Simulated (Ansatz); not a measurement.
Single-point calculation of HfSiO4 (part 2 of 2)

HfSiO4 (I4₁/amd, 48 atoms in the cell); DFT PBE, scalar-relativistic, plane waves, PAW, no spin polarisation (Ansatz 0.2.0); cutoff 420 eV, 2×2×1 k-mesh, Gaussian smearing of 0.05 eV. The structure derives from an entry of the Crystallography Open Database.

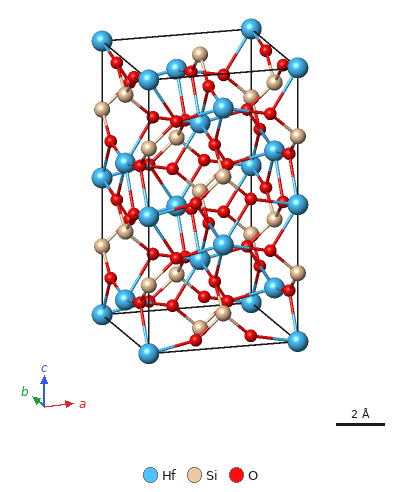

**Figure 1.** The structure (ball-and-stick view of the cell of the calculation, seen slightly off an axis). An atom can appear more than once, as a periodic image.

## Output, continued
```
  k-point 0: bands = ["-50.2590", "-50.2578", "-50.2578", "-50.2547", "-50.2547", "-50.2516", "-50.2516", "-50.2504", "-19.1040", "-19.1040", "-19.0967", "-19.0967", "-19.0967", "-19.0967", "-19.0900", "-19.0900", "-19.0141", "-19.0141", "-19.0099", "-19.0049", "-19.0049", "-19.0009", "-19.0009", "-18.9972", "-18.9067", "-18.9067", "-18.9008", "-18.9008", "-18.9008", "-18.9008", "-18.8947", "-18.8947", "-9.1218", "-8.5445", "-8.5445", "-8.5157", "-8.5157", "-8.2667", "-8.2667", "-8.0821",
      "-7.7539", "-7.7539", "-7.2944", "-7.2944", "-7.2558", "-7.1641", "-7.1641", "-7.1368", "-6.7145", "-6.7145", "-6.7024", "-6.7024", "-6.7024", "-6.7024", "-6.6701", "-6.6701", "-6.6014", "-6.6014", "-6.5843", "-6.5843", "-6.5843", "-6.5843", "-6.5728", "-6.5728", "-0.1490", "-0.1490", "-0.1487", "-0.1445", "-0.1440", "-0.1440", "-0.1419", "-0.1419", "-0.1402", "-0.1402", "-0.1402", "-0.1402", "-0.1393", "-0.1393", "-0.1372", "-0.1372",
      "-0.1294", "-0.1294", "-0.1294", "-0.1294", "-0.1284", "-0.1284", "-0.1275", "-0.1275", "-0.1272", "-0.1272", "-0.1247", "-0.1247", "-0.1200", "-0.1193", "-0.1193", "-0.1192", "-0.1192", "-0.1183", "-0.1183", "-0.1183", "-0.1180", "-0.1172", "-0.1159", "-0.1159", "-0.1159", "-0.1159", "-0.1153", "-0.1153", "-0.1095", "-0.1095", "-0.1087", "-0.1087", "-0.1071", "-0.1071", "-0.1040", "-0.1040", "-0.1040", "-0.1040", "-0.1004", "-0.1004",
      "2.3944", "2.8331", "2.8331", "3.1844", "3.1844", "3.4662", "3.4662", "4.0117", "4.2823", "4.4440", "4.4440", "4.7491", "4.7491", "4.7518", "4.7518", "4.8674", "4.8674", "5.2841", "5.2841", "5.5396", "5.6956", "5.6956", "5.6956", "5.6956", "5.7761", "5.9807", "6.3764", "6.3764", "6.4449", "6.4449", "6.4449", "6.4449", "6.6580", "6.6580", "6.7882", "6.7882", "6.8046", "6.9921", "6.9921", "7.0540",
      "7.0540", "7.0992", "7.0992", "7.1764", "7.3880", "7.3880", "7.3880", "7.3880", "7.6114", "7.6114", "7.6406", "7.6406", "7.6667", "7.6667", "7.8056", "7.8056", "7.8977", "7.8977", "7.8977", "7.8977", "8.1364", "8.1364", "8.2852", "8.2852", "8.5109", "8.5109", "8.6132", "8.6132", "8.7321", "8.7321", "8.8752", "8.8752", "9.0022", "9.0022", "9.0767", "9.0767", "9.0767", "9.0767", "9.1058", "9.1058",
      "9.2241", "9.2241", "9.2799", "9.2799", "9.2969", "9.4035", "9.5227", "9.5227", "9.5400", "9.7918", "9.7918", "9.7918", "9.7918", "9.8445", "9.8445", "10.0859", "15.9266", "16.0027", "16.0027", "16.1974", "16.3397", "16.3802", "16.3802", "16.3882", "16.3882", "16.5282", "16.5282", "16.6077", "16.6077", "16.6077", "16.6077", "16.7750", "16.7750", "16.7857", "16.7857", "16.9048", "16.9048", "17.2508", "17.4262", "17.4263",
      "17.4527", "17.4944", "17.4944", "17.5276", "17.5276", "18.0453", "18.0453", "18.2078", "18.2078", "18.2078"]
  k-point 1: bands = ["-50.2569", "-50.2569", "-50.2569", "-50.2569", "-50.2525", "-50.2525", "-50.2525", "-50.2525", "-19.0970", "-19.0970", "-19.0965", "-19.0965", "-19.0683", "-19.0683", "-19.0603", "-19.0603", "-19.0569", "-19.0569", "-19.0553", "-19.0553", "-18.9501", "-18.9501", "-18.9474", "-18.9474", "-18.9440", "-18.9440", "-18.9410", "-18.9410", "-18.9010", "-18.9010", "-18.9007", "-18.9007", "-8.7826", "-8.7826", "-8.3029", "-8.3029", "-8.2922", "-8.2922", "-8.2274", "-8.2274",
      "-7.5989", "-7.5989", "-7.2341", "-7.2341", "-7.1426", "-7.1426", "-7.1134", "-7.1134", "-6.9393", "-6.9393", "-6.8945", "-6.8945", "-6.8413", "-6.8413", "-6.8019", "-6.8019", "-6.6699", "-6.6699", "-6.6587", "-6.6587", "-6.6219", "-6.6219", "-6.6180", "-6.6180", "-0.1571", "-0.1571", "-0.1515", "-0.1515", "-0.1480", "-0.1480", "-0.1436", "-0.1436", "-0.1411", "-0.1411", "-0.1398", "-0.1398", "-0.1379", "-0.1379", "-0.1373", "-0.1373",
      "-0.1356", "-0.1356", "-0.1354", "-0.1354", "-0.1300", "-0.1300", "-0.1293", "-0.1293", "-0.1278", "-0.1278", "-0.1277", "-0.1277", "-0.1270", "-0.1270", "-0.1225", "-0.1225", "-0.1219", "-0.1219", "-0.1204", "-0.1204", "-0.1181", "-0.1181", "-0.1177", "-0.1177", "-0.1100", "-0.1100", "-0.1097", "-0.1097", "-0.1090", "-0.1090", "-0.1087", "-0.1087", "-0.1086", "-0.1086", "-0.1055", "-0.1055", "-0.1040", "-0.1040", "-0.1033", "-0.1033",
      "3.0003", "3.0003", "3.1351", "3.1351", "3.9779", "3.9779", "4.1203", "4.1203", "4.7502", "4.7502", "4.8985", "4.8985", "4.9254", "4.9254", "5.0029", "5.0029", "5.1466", "5.1466", "5.3394", "5.3394", "5.6875", "5.6875", "5.7305", "5.7305", "5.7900", "5.7900", "5.9347", "5.9347", "5.9517", "5.9517", "6.3551", "6.3551", "6.6184", "6.6184", "6.6311", "6.6311", "6.7154", "6.7154", "6.8953", "6.8953",
      "6.9824", "6.9824", "7.2206", "7.2206", "7.2800", "7.2800", "7.3892", "7.3892", "7.5291", "7.5291", "7.5760", "7.5760", "7.6362", "7.6362", "7.7736", "7.7736", "7.8093", "7.8093", "8.0113", "8.0113", "8.0902", "8.0902", "8.3037", "8.3037", "8.4208", "8.4208", "8.4854", "8.4854", "8.6990", "8.6990", "8.7678", "8.7678", "8.9698", "8.9698", "8.9962", "8.9962", "9.0023", "9.0023", "9.0052", "9.0052",
      "9.1554", "9.1554", "9.2155", "9.2155", "9.2648", "9.2648", "9.3457", "9.3457", "9.5032", "9.5032", "9.5385", "9.5385", "9.8262", "9.8262", "9.9002", "9.9002", "15.8068", "15.8068", "15.8534", "15.8534", "15.8951", "15.8951", "15.9577", "15.9577", "16.2963", "16.2963", "16.6805", "16.6805", "16.7181", "16.7181", "16.8951", "16.8951", "16.9214", "16.9214", "17.0082", "17.0082", "17.2636", "17.2636", "17.4698", "17.4698",
      "17.5331", "17.5331", "17.6827", "17.6827", "17.9253", "17.9253", "18.1526", "18.1526", "18.2644", "18.2644"]
  k-point 2: bands = ["-50.2547", "-50.2547", "-50.2547", "-50.2547", "-50.2547", "-50.2547", "-50.2547", "-50.2547", "-19.0855", "-19.0855", "-19.0855", "-19.0855", "-19.0805", "-19.0805", "-19.0805", "-19.0805", "-19.0026", "-19.0026", "-19.0026", "-19.0026", "-19.0005", "-19.0005", "-19.0005", "-19.0005", "-18.9213", "-18.9213", "-18.9213", "-18.9213", "-18.9213", "-18.9213", "-18.9213", "-18.9213", "-8.4301", "-8.4301", "-8.4301", "-8.4301", "-8.1466", "-8.1466", "-8.1466", "-8.1466",
      "-7.4592", "-7.4592", "-7.4592", "-7.4592", "-7.0101", "-7.0101", "-7.0101", "-7.0101", "-6.9384", "-6.9384", "-6.9384", "-6.9384", "-6.8518", "-6.8518", "-6.8518", "-6.8518", "-6.8498", "-6.8498", "-6.8498", "-6.8498", "-6.8173", "-6.8173", "-6.8173", "-6.8173", "-0.1594", "-0.1594", "-0.1594", "-0.1594", "-0.1506", "-0.1506", "-0.1506", "-0.1506", "-0.1473", "-0.1473", "-0.1473", "-0.1473", "-0.1374", "-0.1374", "-0.1374", "-0.1374",
      "-0.1346", "-0.1346", "-0.1346", "-0.1346", "-0.1344", "-0.1344", "-0.1344", "-0.1344", "-0.1288", "-0.1288", "-0.1288", "-0.1288", "-0.1285", "-0.1285", "-0.1285", "-0.1285", "-0.1197", "-0.1197", "-0.1197", "-0.1197", "-0.1170", "-0.1170", "-0.1170", "-0.1170", "-0.1105", "-0.1105", "-0.1105", "-0.1105", "-0.1081", "-0.1081", "-0.1081", "-0.1081", "-0.1076", "-0.1076", "-0.1076", "-0.1076", "-0.1033", "-0.1033", "-0.1033", "-0.1033",
      "3.9792", "3.9792", "3.9792", "3.9792", "4.0956", "4.0956", "4.0956", "4.0956", "5.0677", "5.0677", "5.0677", "5.0677", "5.2031", "5.2031", "5.2031", "5.2031", "5.2286", "5.2286", "5.2286", "5.2286", "5.6510", "5.6510", "5.6510", "5.6510", "5.6808", "5.6808", "5.6808", "5.6808", "5.8696", "5.8696", "5.8696", "5.8696", "6.2344", "6.2344", "6.2344", "6.2344", "6.6862", "6.6862", "6.6862", "6.6862",
      "7.1373", "7.1373", "7.1373", "7.1373", "7.3226", "7.3226", "7.3226", "7.3226", "7.5162", "7.5162", "7.5162", "7.5162", "7.5509", "7.5509", "7.5509", "7.5509", "8.0455", "8.0455", "8.0455", "8.0455", "8.1126", "8.1126", "8.1126", "8.1126", "8.4328", "8.4328", "8.4328", "8.4328", "8.7433", "8.7433", "8.7433", "8.7433", "8.8687", "8.8687", "8.8687", "8.8687", "8.9682", "8.9682", "8.9682", "8.9682",
      "9.1142", "9.1142", "9.1142", "9.1142", "9.1759", "9.1759", "9.1759", "9.1759", "9.5004", "9.5004", "9.5004", "9.5004", "9.5900", "9.5900", "9.5900", "9.5900", "15.5511", "15.5511", "15.5511", "15.5511", "15.5512", "15.5512", "15.5512", "15.5512", "16.6660", "16.6660", "16.6660", "16.6660", "16.6814", "16.6814", "16.6814", "16.6814", "16.8887", "16.8887", "16.8887", "16.8887", "17.3514", "17.3514", "17.3514", "17.3514",
      "18.0557", "18.0557", "18.0557", "18.0557", "18.4007", "18.4007", "18.4007", "18.4007", "19.1802", "19.1802"]
```

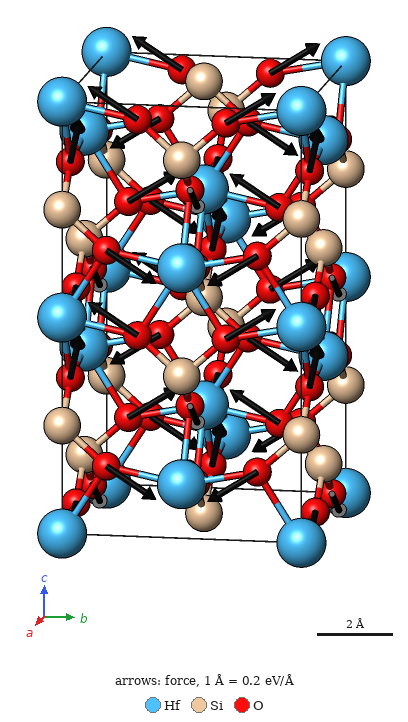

**Figure 2.** Forces on the atoms as black arrows (ball-and-stick view of the cell of the calculation, seen slightly off an axis). The largest act on all 32 O atoms (0.33 eV/Å). Atoms are counted from 1 in the order of the input and aren't labelled in the picture. The geometry is not a stationary point of this energy.

## Results in brief

```json
{"quantity": "outcome", "value": "converged"}
{"quantity": "space group (tolerance 0.01 Å)", "value": "I4₁/amd (141)"}
{"quantity": "electrons treated", "value": "432"}
{"quantity": "free energy", "value": "−149086.5277 eV"}
{"quantity": "Fermi energy", "value": "12.818 eV"}
{"quantity": "gap on the k-point mesh", "value": "5.47 eV"}
{"quantity": "largest force (length of the vector)", "value": "0.328 eV/Å"}
{"quantity": "hardware", "value": "4 threads of Arm Neoverse V1, 24 GiB of memory available, shared host"}
{"quantity": "wall time", "value": "9.7 s (CPU time 38 s)"}
{"quantity": "peak memory", "value": "2 GiB"}
```

## Remarks

Spin–orbit coupling is left out, which matters for Hf.
